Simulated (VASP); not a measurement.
## Geometry relaxation of Al (part 1 of 2)

System: Al (Fm-3m, 1 atom in the cell).
Method: Kohn-Sham DFT of a periodic cell, PBE with D3(BJ), VASP PAW PBE potentials, recommended, no spin polarisation (VASP 6.6.1).

The structure derives from an entry of the Crystallography Open Database.

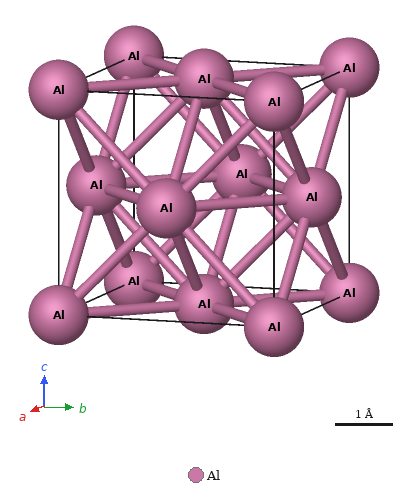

**Figure 1.** The input geometry (ball-and-stick view of the cell 4 times as large as that of the calculation, set on its symmetry axes, seen slightly off an axis). An atom can appear more than once, as a periodic image. Near neighbours in the periodic cell (some may lie outside the picture): Al has 12 Al at 2.86 Å.

Summary

| quantity | value |
| --- | --- |
| outcome | converged |
| space group (tolerance 0.01 Å) | Fm-3m (225) |
| electrons treated | 3 |
| free energy | −4.0748 eV |
| dispersion energy | −0.3537 eV |
| gap on the k-point mesh | none (metallic) |
| pressure | 0.01 GPa |
| final volume | 15.72 Å³ |
| largest force (length of the vector) at the end | under 0.001 eV/Å |
| final cell | a = 2.812 Å, b = 2.812 Å, c = 2.812 Å, α = 60.00°, β = 60.00°, γ = 60.00° |
| hardware | 1 thread of Intel Xeon (Sapphire Rapids), 176 GiB of memory available, shared host |
| wall time | 6.6 s |
| peak memory | 0.14 GiB |

Remarks

The volume changed by more than 5 % on the plane waves of the start, so the result carries a basis error; a second relaxation from the end is advised.

INCAR
```
PREC = Accurate ; ENCUT = 600
EDIFF = 1E-7 ; ISMEAR = -1
SIGMA = 0.05 ; LREAL = False
LASPH = True ; NELM = 80
ALGO = Normal ; ISIF = 3
LWAVE = False ; LCHARG = False
GGA = PE ; IVDW = 12
IBRION = 2 ; NSW = 40
EDIFFG = -0.02
```

KPOINTS
```
Automatic mesh
0
Gamma
  10 10 10
```

POSCAR
```
Al
1.0
    0.0000000000      2.0248050000      2.0248050000
    2.0248050000      0.0000000000      2.0248050000
    2.0248050000      2.0248050000      0.0000000000
Al
1
Direct
    0.0000000000      0.0000000000      0.0000000000
```

Run as:
```bash
cat potpaw_PBE.64/Al/POTCAR > POTCAR
mpirun -np 1 vasp_std > vasp.out
```

OSZICAR
```
N       E                     dE             d eps       ncg     rms          rms(c)
DAV:   1    -0.107719743530E+01   -0.10772E+01   -0.97121E+02   470   0.380E+02
DAV:   2    -0.373054964007E+01   -0.26534E+01   -0.23645E+01   620   0.331E+01
DAV:   3    -0.375200010259E+01   -0.21450E-01   -0.19679E-01   665   0.374E+00
DAV:   4    -0.375206257022E+01   -0.62468E-04   -0.62465E-04   640   0.195E-01
DAV:   5    -0.375206293117E+01   -0.36095E-06   -0.36218E-06   665   0.115E-02    0.129E+00
DAV:   6    -0.373875991187E+01    0.13303E-01   -0.17774E-03   555   0.320E-01    0.750E-01
DAV:   7    -0.372914949601E+01    0.96104E-02   -0.52605E-03   565   0.515E-01    0.144E-01
DAV:   8    -0.372914410911E+01    0.53869E-05   -0.24227E-05   605   0.531E-02    0.682E-03
DAV:   9    -0.372914260363E+01    0.15055E-05   -0.10586E-06   600   0.703E-03    0.121E-03
DAV:  10    -0.372914220018E+01    0.40345E-06   -0.59318E-09   485   0.835E-04    0.723E-04
DAV:  11    -0.372914212035E+01    0.79834E-07   -0.31747E-10   330   0.169E-04
   1 F= -.40633051E+01 E0= -.40596458E+01  d E =-.406331E+01
       N       E                     dE             d eps       ncg     rms          rms(c)
DAV:   1    -0.372057287475E+01    0.85693E-02   -0.17351E-01   580   0.271E+00    0.363E-01
DAV:   2    -0.371979795975E+01    0.77492E-03   -0.10605E-03   500   0.286E-01    0.136E-01
DAV:   3    -0.371926803711E+01    0.52992E-03   -0.17096E-04   565   0.859E-02    0.429E-02
DAV:   4    -0.371923331593E+01    0.34721E-04   -0.15336E-05   590   0.249E-02    0.267E-02
DAV:   5    -0.371923360203E+01   -0.28610E-06   -0.17137E-07   545   0.423E-03    0.241E-04
DAV:   6    -0.371923360081E+01    0.12174E-08   -0.73523E-10   295   0.289E-04
   2 F= -.40746860E+01 E0= -.40718832E+01  d E =-.113809E-01
       N       E                     dE             d eps       ncg     rms          rms(c)
DAV:   1    -0.372106458428E+01   -0.18310E-02   -0.10189E-03   580   0.207E-01    0.279E-02
DAV:   2    -0.372105942630E+01    0.51580E-05   -0.62861E-06   500   0.219E-02    0.105E-02
DAV:   3    -0.372105565430E+01    0.37720E-05   -0.98042E-07   580   0.648E-03    0.314E-03
DAV:   4    -0.372105525140E+01    0.40289E-06   -0.79296E-08   375   0.183E-03    0.186E-03
DAV:   5    -0.372105522796E+01    0.23443E-07   -0.39993E-09   250   0.563E-04
   3 F= -.40747769E+01 E0= -.40718910E+01  d E =-.114718E-01
```

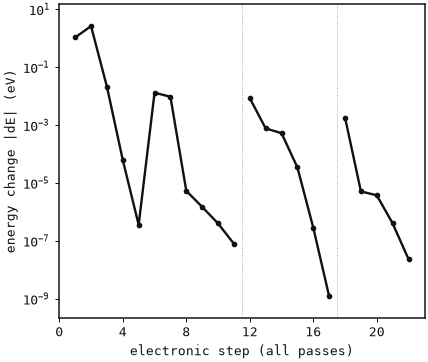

**Figure 2.** Convergence of the self-consistent field: energy change |dE| against the electronic step. Each stretch between dotted lines is the SCF of one geometry step of a relaxation. The 3 ionic steps take 5 to 11 electronic steps each. The density is held fixed in the first few steps, and dE rises again when its update begins.

Parts of OUTCAR
```
PREC = Accurate
   ENCUT = 600
   EDIFF = 1E-7
   ISMEAR = -1
   LREAL = False
   LASPH = True
   NELM = 80
   ISIF = 3
   GGA = PE
   IVDW = 12
   IBRION = 2
   NSW = 40
   EDIFFG = -0.02
 IVDW          = 12
 VDW_S6        =  1.00000000  s6, scaling of the dipole-dipole dispersion
 VDW_S8        =  0.78750002  s8, scaling of the dipole-quadrupole dispersion
 VDW_A1        =  0.42890000  a1, scaling of the critical radii
 VDW_A2        =  4.44070005  a2, offset of the critical radii
 VDW_RADIUS    = 50.20216178  two-body interaction cutoff (in Angstroms)
 VDW_CNRADIUS  = 21.16708996  CN, coordination number cutoff (in Angstroms)

 ion  position               nearest neighbor table
   1  0.000  0.000  0.000-

  LATTYP: Found a face centered cubic cell.
 ALAT       =     4.0496100000

  Lattice vectors:

 A1 = (   0.0000000000,   2.0248050000,   2.0248050000)
 A2 = (   2.0248050000,   0.0000000000,   2.0248050000)
 A3 = (   2.0248050000,   2.0248050000,   0.0000000000)

Analysis of symmetry for initial positions (statically):
=====================================================================
 Subroutine PRICEL returns:
 Original cell was already a primitive cell.

 Routine SETGRP: Setting up the symmetry group for a
 face centered cubic supercell.

 Subroutine GETGRP returns: Found 48 space group operations
 (whereof 48 operations were pure point group operations)
 out of a pool of 48 trial point group operations.

The static configuration has the point symmetry O_h .

Analysis of symmetry for dynamics (positions and initial velocities):
=====================================================================
 Subroutine PRICEL returns:
 Original cell was already a primitive cell.

 Routine SETGRP: Setting up the symmetry group for a
 face centered cubic supercell.

 Subroutine GETGRP returns: Found 48 space group operations
 (whereof 48 operations were pure point group operations)
 out of a pool of 48 trial point group operations.

The dynamic configuration has the point symmetry O_h .

 Subroutine INISYM returns: Found 48 space group operations
 (whereof 48 operations are pure point group operations),
 and found     1 'primitive' translations

----------------------------------------------------------------------------------------

                                     Primitive cell

  volume of cell :      16.6027

  direct lattice vectors                    reciprocal lattice vectors
     0.000000000  2.024805000  2.024805000    -0.246937359  0.246937359  0.246937359
     2.024805000  0.000000000  2.024805000     0.246937359 -0.246937359  0.246937359
     2.024805000  2.024805000  0.000000000     0.246937359  0.246937359 -0.246937359

  length of vectors
     2.863506692  2.863506692  2.863506692     0.427708053  0.427708053  0.427708053

  position of ions in fractional coordinates (direct lattice)
     0.000000000  0.000000000  0.000000000

  ion indices of the primitive-cell ions
   primitive index   ion index
                 1           1

----------------------------------------------------------------------------------------

 KPOINTS: Automatic mesh

Automatic generation of k-mesh.
 Grid dimensions read from file:
 generate k-points for:   10   10   10

 Generating k-lattice:

  Cartesian coordinates                     Fractional coordinates (reciprocal lattice)
    -0.024693736  0.024693736  0.024693736     0.100000000  0.000000000  0.000000000
     0.024693736 -0.024693736  0.024693736     0.000000000  0.100000000  0.000000000
     0.024693736  0.024693736 -0.024693736     0.000000000  0.000000000  0.100000000

  Length of vectors
     0.042770805  0.042770805  0.042770805

  Shift w.r.t. Gamma in fractional coordinates (k-lattice)
     0.000000000  0.000000000  0.000000000

 Subroutine IBZKPT returns following result:
 ===========================================

 Found     47 irreducible k-points:

 Following reciprocal coordinates:
            Coordinates               Weight
  0.000000  0.000000  0.000000      1.000000
  0.100000  0.000000  0.000000      8.000000
  0.200000  0.000000  0.000000      8.000000
  0.300000  0.000000  0.000000      8.000000
  0.400000  0.000000  0.000000      8.000000
  0.500000  0.000000  0.000000      4.000000
  0.100000  0.100000  0.000000      6.000000
  0.200000  0.100000  0.000000     24.000000
  0.300000  0.100000  0.000000     24.000000
  0.400000  0.100000  0.000000     24.000000
  0.500000  0.100000  0.000000     24.000000
 -0.400000  0.100000  0.000000     24.000000
 -0.300000  0.100000  0.000000     24.000000
 -0.200000  0.100000  0.000000     24.000000
 -0.100000  0.100000  0.000000     12.000000
  0.200000  0.200000  0.000000      6.000000
  0.300000  0.200000  0.000000     24.000000
  0.400000  0.200000  0.000000     24.000000
  0.500000  0.200000  0.000000     24.000000
 -0.400000  0.200000  0.000000     24.000000
 -0.300000  0.200000  0.000000     24.000000
 -0.200000  0.200000  0.000000     12.000000
  0.300000  0.300000  0.000000      6.000000
  0.400000  0.300000  0.000000     24.000000
 [... further k-points ...]
```
